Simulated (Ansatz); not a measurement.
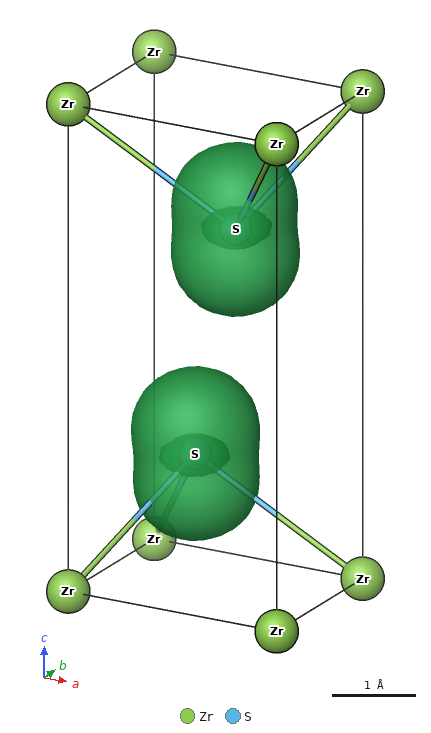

Figure. ZrS2. Density of the Kohn–Sham states from −0.6 to 0.0 eV about the valence-band maximum (the top of the valence band), scaled to one electron a cell: green surface at 0.05 1/Å³, in the conventional cell seen slightly off an axis.

Space group P-3m1. The cell comes from a database of computed structures, not from a measurement.

The calculation used DFT PBE, scalar-relativistic, plane waves, PAW (Ansatz 0.2.0).

Core electrons are frozen (PAW), so the fields are smoothed inside the atomic spheres.

Q: What is the character of these states?

A: Projected on a minimal set of atomic orbitals (Löwdin), they are S 3p (95 %). In space (atomic cells sized by Bader volumes) the density divides as S about 95 % and Zr little.
